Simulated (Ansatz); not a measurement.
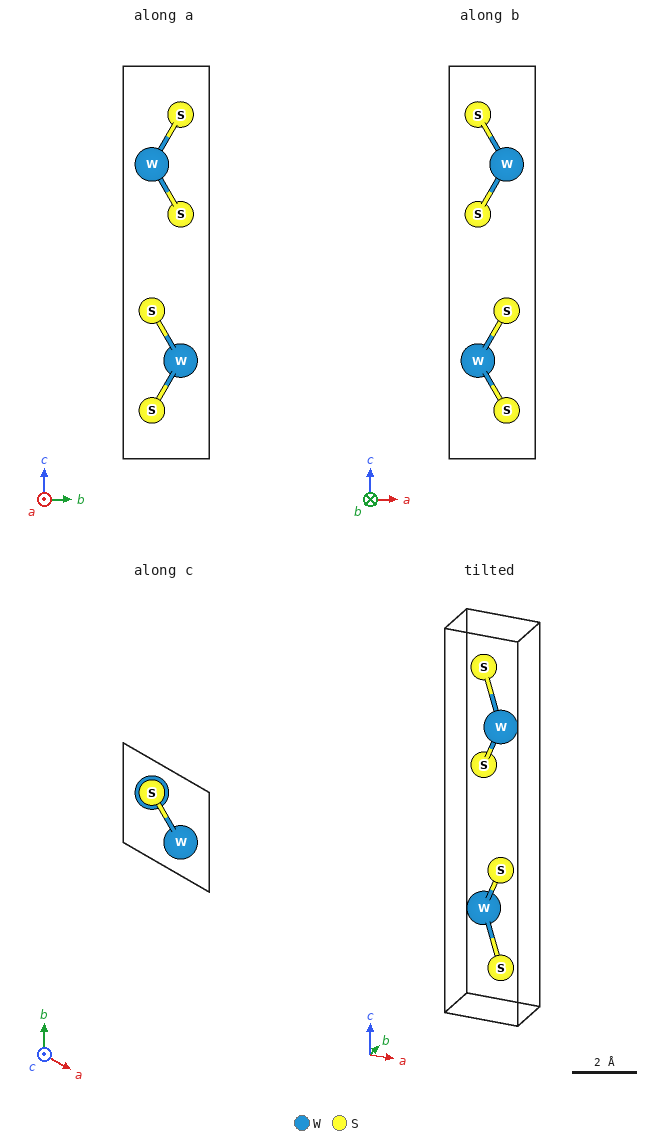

View along the a axis, along the b axis, along the c axis and slightly off an axis, drawn as a ball-and-stick model. The wireframe shows the conventional unit cell.

Lattice parameters: a = 3.138 Å, b = 3.138 Å, c = 12.366 Å, α = 90.00°, β = 90.00°, γ = 120.00°. Put a along x and b in the xy plane.

**Reconstruct the structure as a POSCAR file, with free fractional coordinates to two decimals.**

```
W S
1.0
     3.138    0.000    0.000
    -1.569    2.718    0.000
     0.000    0.000   12.366
W S
2 4
Direct
  0.3333 0.6667 0.25
  0.6667 0.3333 0.75
  0.6667 0.3333 0.38
  0.6667 0.3333 0.12
  0.3333 0.6667 0.88
  0.3333 0.6667 0.62
```

Its origin is a structure type filled with these elements by a generator (whether the compound takes this form wasn't checked). The cell was then strained or its atoms displaced on purpose. It was the input of a calculation with Ansatz.

At this level of theory the run's own cell isn't at rest (compressed, at 6 GPa), so its distances can differ from those at equilibrium, the more so the softer the solid.
